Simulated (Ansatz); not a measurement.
## Single-point calculation, with input and output: W

System: W (Fm-3m, 1 atom in the cell).
Method: DFT PBEsol, scalar-relativistic, plane waves, PAW, no spin polarisation (Ansatz 0.2.0).

The structure derives from an entry of the Crystallography Open Database.

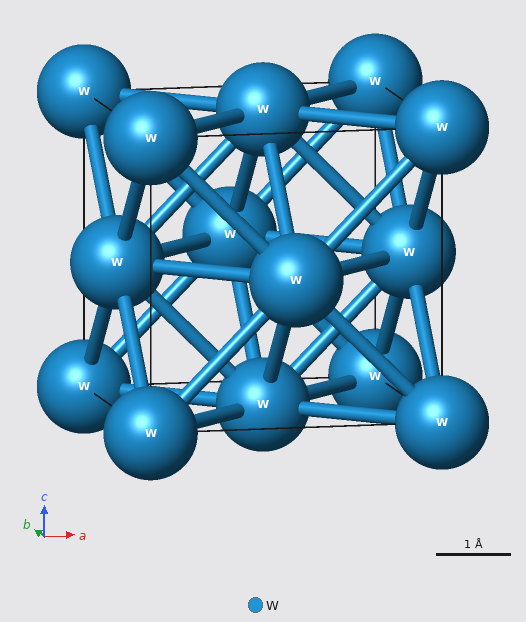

Figure 1. The structure as given in the input (ball-and-stick view of the cell 4 times as large as that of the calculation, set on its symmetry axes, seen slightly off an axis). An atom can appear more than once, as a periodic image. Near neighbours in the periodic cell (some may lie outside the picture): W has 12 W at 2.87 Å.

Key numbers:

| quantity | value |
| --- | --- |
| outcome | converged |
| space group (tolerance 0.01 Å) | Fm-3m (225) |
| electrons treated | 14 |
| free energy | −10256.0546 eV |
| Fermi energy | 20.571 eV |
| gap on the k-point mesh | none (metallic) |
| pressure | −12.21 GPa |
| largest force (length of the vector) | under 0.001 eV/Å |
| hardware | 2 threads of Arm Neoverse V2, 24 GiB of memory available, shared host |
| peak memory | 0.25 GiB |

Remarks:

Spin–orbit coupling is left out, which matters for W. The cell is under a tension of 12.2 GPa at this level, so it is not at its equilibrium volume.

Input:
```yaml
crystal:
  lattice:
    - [0.0, 2.03, 2.03]
    - [2.03, 0.0, 2.03]
    - [2.03, 2.03, 0.0]
  atoms:
    - { symbol: W, position: [0.0, 0.0, 0.0] }
basis:
  ecutwfc: 420
kpoints:
  mp_grid: { grid: [8, 8, 8] }
hamiltonian:
  xc: pbesol
scf:
  occupations: { method: gaussian, width: 0.1 }
output:
  forces: true
  stress: true
  eigenvalues: true
```

Launched with:
```bash
ansatz run input.yaml --threads 2 --pin off --max-ram 5120MiB --backend cpu --events-out ev --progress --plain --runs-dir out
```

Output:
```
Engine: ansatz 0.2.0, aarch64-unknown-linux-gnu
Pseudopotentials: kind: paw
Pseudopotential: W, paw, valence charge 14, recommended cutoff 420 eV (normal), W.paw.azcp
Functional definition: PBEsol
  exchange = pbesol_x
  correlation = pbesol_c
Crystal: 1 atoms, lattice volume = 16.731 Å³
Basis set: ecut = 420 eV, 331 PW (Γ), exchange–correlation on 40×40×40 points (8 copies of the dense FFT grid, shifted against one another)
Bands: 11, of which v1, the nominal top of the filled ones, is band 7 counted from 1 (6 counted from 0)
Symmetry: 48 space group operations
Space group: Fm-3m (ITA 225), of the structure as read, at distance tolerance 2.6e-5 Å
k-points: 29 of 512
Non-local potential: W, projectors of the file, l = 0: 3, l = 1: 2, l = 2: 2, l = 3: 1
PAW form: soft (Blöchl's): semilocal exchange-correlation on the pseudo side does not see the compensation charge
PAW frozen core: W, regenerated for the run's functional, and the local potential with it (the file was generated under x = pbe(κ = 0.804, μ = 0.2195149727645171), c = pbe(β = 0.06672455060314922))
PAW one-centre angular grid: W, 590 points (default); XC on 64 Gauss nodes
Initial density: superposition of atomic densities (neutral atoms: chi_scale 0, normalization atom), corrected by the library's trained network
Initial wavefunctions: pseudopotential atomic-orbital guess
Functional: x = pbesol(κ = 0.804, μ = 0.12345679012345678), c = pbesol(β = 0.046)
SCF iter   1: F=—  HF=-10256.054798 eV  |F-HF|=—  |Δ(HF+E_count)|=         —  Δρ=2.60e-3  dr2=4.13e-4  ethr=1.77e-3  ⟨swp⟩=5.0  Hψ=1725  notcnv=0
preconditioner: auto → none  [metal: Δε(μ)=0.060 eV  Ē_g=8.369 eV  σ=0.100 eV  W_gap=0.31  n_scr=0 (ndim 8)  ℏωp=22.2 eV  f_vac=0.000  D(μ)=1.72/eV (n_scr^D=14)]
SCF iter   2: F=—  HF=-10256.054549 eV  |F-HF|=—  |Δ(HF+E_count)|=   2.48e-4  Δρ=1.22e-3  dr2=8.62e-5  ethr=2.95e-6  ⟨swp⟩=2.1  Hψ=652  notcnv=0
SCF iter   3: F=—  HF=-10256.054569 eV  |F-HF|=—  |Δ(HF+E_count)|=   1.94e-5  Δρ=1.57e-4  dr2=2.32e-6  ethr=6.16e-7  ⟨swp⟩=2.0  Hψ=472  notcnv=0
SCF iter   4: F=—  HF=-10256.054568 eV  |F-HF|=—  |Δ(HF+E_count)|=   7.90e-7  Δρ=6.49e-5  dr2=2.75e-7  ethr=1.66e-8  ⟨swp⟩=3.0  Hψ=521  notcnv=0
iter 5 did not close the SCF: its close was put off for the readings that it lacked (scf_convergence_deferred on its scf_iter line)
SCF iter   5: F=-10256.054568 eV  HF=-10256.054568 eV  |F-HF|=2.55e-11  |Δ(HF+E_count)|=   1.78e-8  Δρ=4.01e-6  dr2=8.73e-10  ethr=1.96e-9  ⟨swp⟩=2.9  Hψ=527  notcnv=0
SCF iter   6: F=-10256.054568 eV  HF=-10256.054568 eV  |F-HF|=8.91e-11  |Δ(HF+E_count)|=  2.82e-10  Δρ=1.24e-6  dr2=1.22e-10  ethr=6.24e-12  ⟨swp⟩=2.0  Hψ=1001  notcnv=0
SCF 1 converged in 6 iterations: F = -10256.054568 eV  dr2 = 1.22e-10
  greatest PAW one-centre occupation: 1.000 electrons in one spin orbital (limit 2), on the W atom at site 0 (counted from 0), in its partial waves of l = 0
SCF converged after 6 iterations
Free energy (F): -10256.054568 eV
Harris-Foulkes:  -10256.054568 eV  (|F-HF|=8.91e-11)
Internal energy: -10256.045952 eV  (E = F + TS)
E sigma→0 (E₀):  -10256.050260 eV
Entropy (-TS):   -0.008616 eV (-8.616 meV/atom)
Fermi energy:    20.570836 eV
--- Per-component energies (eV) ---
  E_band       = -100.815947
  E_kinetic    = 447.952657
  E_local      = -639.655950  (includes V_loc(G=0)·N_el)
  E_nonlocal   = 3.150059
  E_hartree    = 225.995706
  E_xc         = -264.233170
  E_vxc        = -237.355766  (∫ρ·V_xc dr)
  E_paw        = -8435.881409  (= ΣΔE_a)
  E_vpaw       = -126.898041  (= ΣTr[D̂ρ^β])
  E_aug_tail   = -0.000055  (compensation charges beyond the density's cutoff)
  E_ewald      = -1593.595583
  E_core_change = 0.221792  (= ΣΔE_core)
  E_smearing   = -0.008616  (= −TS)
  E_closure    = 0.000000  (closes the sum)
  Σ components = -10256.054568   (vs F -10256.054568, Δ=0.00e0)
--- Forces (eV/Å), atoms counted from 1 ---
  atom   1  W     -0.00000000    -0.00000000     0.00000000
  max |Σ_I F_I| component: 2.38e-31 eV/Å
--- Stress (GPa, compression-positive) ---
      -12.213003      -0.000000      -0.000000
       -0.000000     -12.213003      -0.000000
        0.000000      -0.000000     -12.213003
  P = ⅓ Tr σ = -12.2130 GPa (-122.130 kbar)
--- Band table (eV; the first three rows and the last of 29) ---
  k-point 0: bands = ["-52.9761", "-16.6577", "-16.6577", "-16.6577", "11.7549", "20.0914", "20.0914", "20.0914", "23.1237", "23.1237", "33.4340"]
  k-point 1: bands = ["-52.9618", "-16.8251", "-16.6793", "-16.6793", "12.4052", "19.6449", "20.3665", "20.3665", "22.9095", "22.9095", "34.6236"]
  k-point 2: bands = ["-52.9272", "-17.2153", "-16.7311", "-16.7311", "13.9422", "19.1203", "20.5189", "20.5189", "23.2233", "23.2233", "33.6056"]
  k-point 28: bands = ["-52.8454", "-17.3669", "-17.3669", "-17.0646", "17.0026", "18.6702", "18.6702", "21.8822", "26.2708", "30.5443", "31.1469"]
```

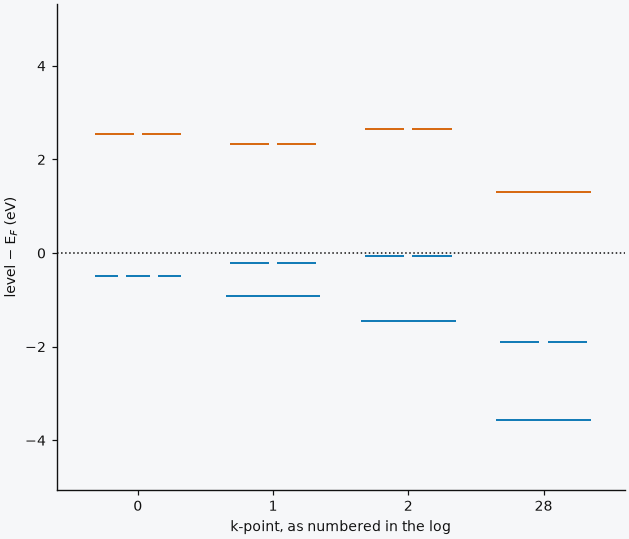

Figure 2. Kohn–Sham levels near the Fermi level (dotted) at the few k-points that the log prints; levels within 0.02 eV of each other stand side by side. The system is metallic on the full mesh.
